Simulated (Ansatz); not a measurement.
Ti$_{3}$Al$_{5}$. A set of calculations on one system.

Space group P4/mmm. The cell comes from a database of computed structures, not from a measurement.

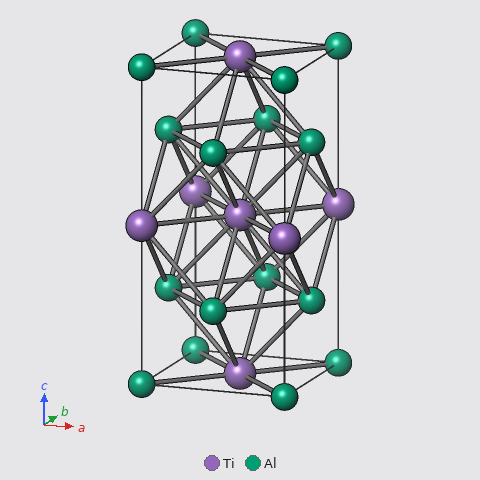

The conventional cell.

Input

```
crystal:
  lattice:
    - [3.89538318, 0.0, 0.0]
    - [0.0, 3.89538318, 0.0]
    - [0.0, 0.0, 8.32602421]
  atoms:
    - { symbol: Ti, position: [0.0, 0.0, 0.5] }
    - { symbol: Ti, position: [0.5, 0.5, 0.0] }
    - { symbol: Ti, position: [0.5, 0.5, 0.5] }
    - { symbol: Al, position: [0.0, 0.5, 0.25048797] }
    - { symbol: Al, position: [0.0, 0.5, 0.74951203] }
    - { symbol: Al, position: [0.5, 0.0, 0.25048797] }
    - { symbol: Al, position: [0.5, 0.0, 0.74951203] }
    - { symbol: Al, position: [0.0, 0.0, 0.0] }
basis:
  ecutwfc: 500
  fft_grid_basis: typed
kpoints:
  mp_grid: { grid: [10, 10, 4] }
hamiltonian:
  xc: pbesol
  pseudopotentials: { kind: paw }
scf:
  occupations: { method: gaussian, width: 0.05 }
output:
  forces: true
  stress: true
  eigenvalues: true
  bader: true
  write_density: true
  volumetric_format: npy
  elf: true
```

Launched as:

```sh
ansatz run input.yaml --threads 2 --pin off --max-ram 4096MiB --backend cpu --events-out ev --progress --plain --runs-dir out
```

The picture shows the conventional cell (a = 3.90 Å, b = 3.90 Å, c = 8.33 Å, α = 90.00°, β = 90.00°, γ = 90.00°).

Method: DFT PBEsol, scalar-relativistic, plane waves, PAW in Ansatz.

Core electrons are frozen (PAW), so the maps are meaningful between the atoms, not at the nuclei.

Part 1: Bonding charge

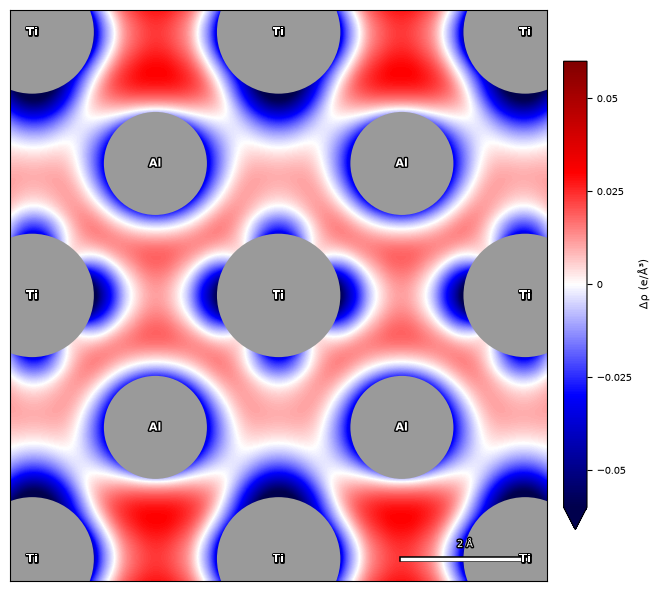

*Bonding charge density, ρ(crystal) − Σ ρ(neutral atoms): a map on the (010) plane of the conventional cell, with grey discs over the atomic cores. Cores are masked to 1.0 Å (Ti) and 0.8 Å (Al).*

Q: Where does charge go when the atoms form this crystal?

A: Ti–Ti (2.75 Å): Δρ is +0.04 e/Å³ at the midpoint (this contact isn't in the plane drawn).
Al–Ti (2.75 Å): Δρ is +0.017 e/Å³ at the midpoint.
Al–Al (2.75 Å): Δρ is +0.018 e/Å³ at the midpoint (this contact isn't in the plane drawn).
Over the whole cell, outside the masked cores, the largest gain lies at the edge of the masked core of Ti, and the largest loss lies at the edge of the masked cores of Ti and Al.
In all about 0.17 e an atom is rearranged against the free atoms.
Bader charges: Ti +0.59 to +0.71 and Al −0.42 to −0.24 e. Among metals such charges hang on how the charge between the atoms is shared out.

Part 2: One group of states

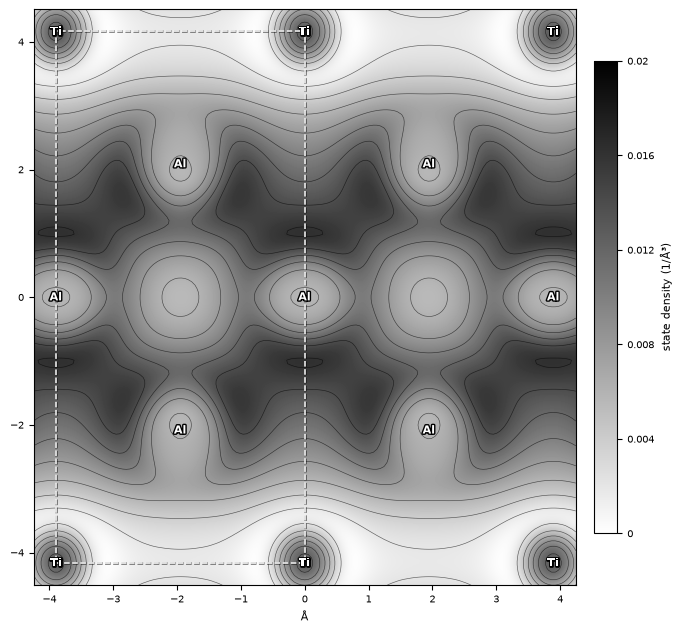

Density of the Kohn–Sham states from −9.9 to −6.6 eV about the Fermi level (the lower third of the occupied valence band), scaled to one electron a cell: a map on the (100) plane of the conventional cell.

Q: Describe these states.

A: Projected on a minimal set of atomic orbitals (Löwdin), they are Al 3s (40 %), Al 3p (40 %) and Ti 4s (15 %). At the bottom of an sp band the diffuse p orbitals of such a set take a share of s-like charge between the atoms, so the p share there is overstated. In space (atomic cells sized by Bader volumes) the density divides as Al about 85 % and Ti about 15 %. It nearly vanishes midway along the shortest Ti–Ti contact.

Part 3: Taking out a sublattice

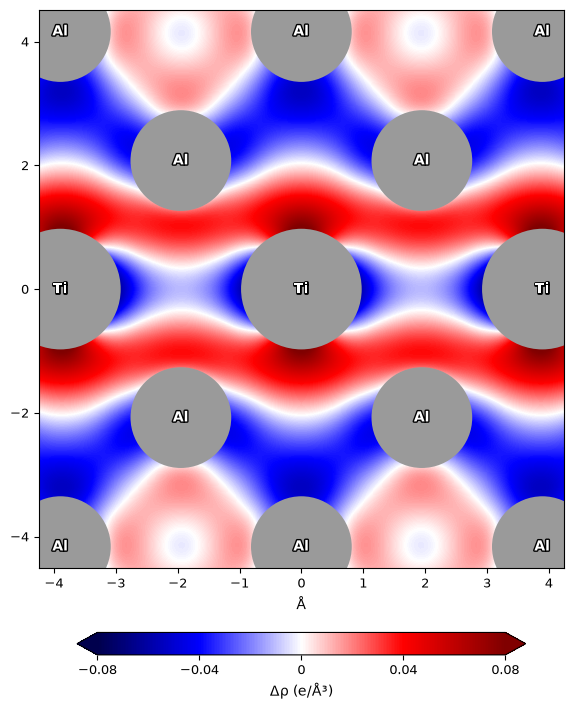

Density of the crystal less the densities of its Al sublattice and of the rest (Ti), each computed alone with the atoms in place (the rest with spin, the Al sublattice without): a map on the (010) plane of the conventional cell, with grey discs over the atomic cores. Cores are masked to 1.0 Å (Ti) and 0.8 Å (Al).

Q: What does the difference density show?

A: Over the whole cell, outside the masked cores, the largest gain lies at the edge of the masked core of Ti, and the largest loss lies at the edge of the masked core of Ti.
- About 0.3 e is rearranged for each Al atom.
- By Bader's partition Al carries −0.38 e, so it takes electrons from the rest. Among metals such charges hang on how the charge between the atoms is shared out.

Q: How much energy binds the Al sublattice to the rest, with both frozen?

A: E(crystal) − E(Al sublattice) − E(rest) is −2.8 eV for each Al atom (negative: bound). The references are the frozen sublattices, not the elements, so this isn't a formation energy. A moment in a sublattice run without spin would make it less negative.

Part 4: Change of volume

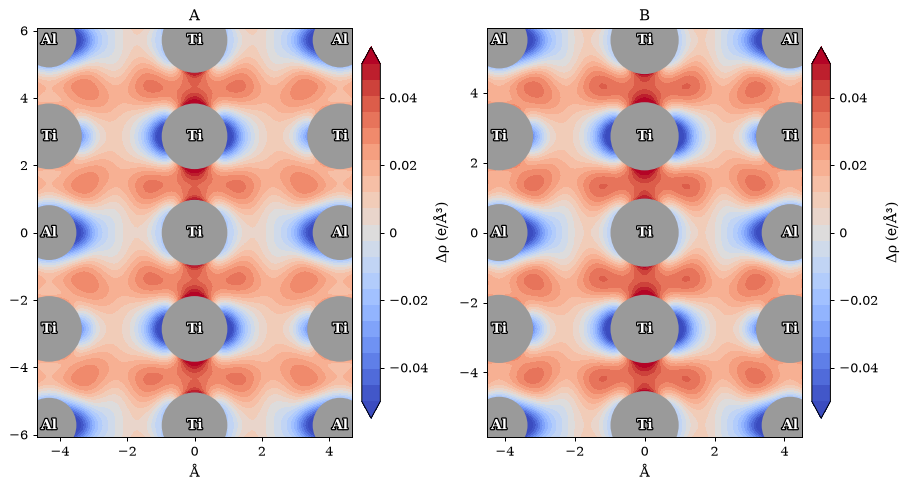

Ti$_{3}$Al$_{5}$: deformation density on the (110) plane of the conventional cell at two volumes, with the same fractional coordinates and one colour scale. Grey discs cover the cores.

Q: How do the two volumes compare, and how does the bonding charge respond?

A: A is the larger cell: A has 112 % of the volume of B. From B to A, Al–Ti goes from 2.75 to 2.86 Å, and Δρ at its midpoint from +0.017 to +0.016 e/Å³. The pressure is −1 GPa in B and −11 GPa in A. The rearranged charge is 0.17 e an atom in B and 0.17 e in A.

Part 5: Moving an atom

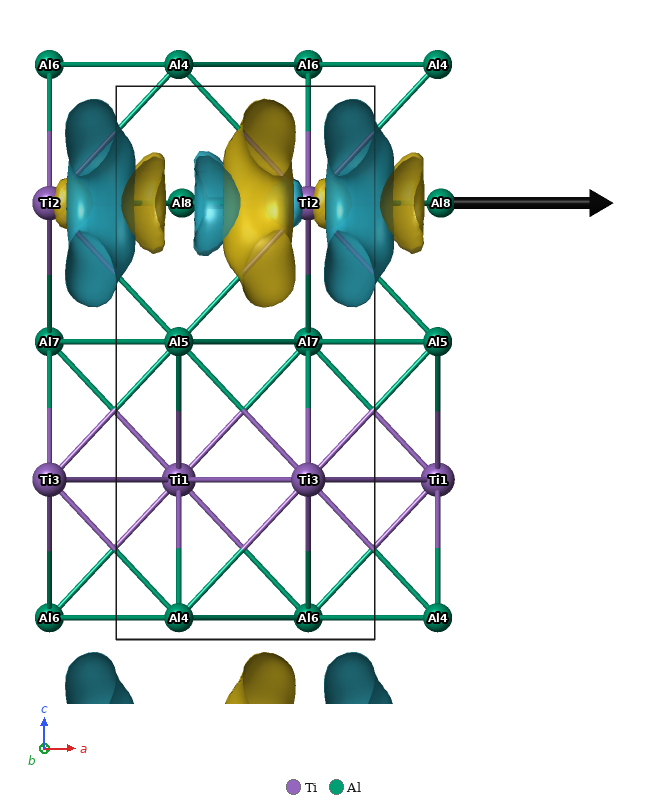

Al8 was moved by 0.05 Å along [1 0 0] in the axes of the cell drawn (arrow, not to scale). Change of the density less the rigid motion of the neutral atom's own density: yellow surfaces at +0.0015 and cyan ones at −0.0015 e/Å³, in the cell of the calculation (origin moved) seen along the b axis.

Q: How do the electrons respond beyond following the atom?

A: About 0.03 e is rearranged in the cell. Outside the cores the largest gain, 0.003 e/Å³, lies 1.1 Å from a titanium nucleus and 1.6 Å from an aluminium one, and the largest loss, 0.003 e/Å³, lies 1.1 Å from a titanium nucleus and 1.7 Å from an aluminium one.

Q: How much does the computed force on the atom change?

A: The force on it changes by 0.38 eV/Å along the move, against it: a stiffness of about 7.6 eV/Å² for this sublattice shift.

Part 6: Putting it together

The two pressures give a mean stiffness −ΔP/Δln V of about 88 GPa over this range, with the atoms held at their fractional positions.
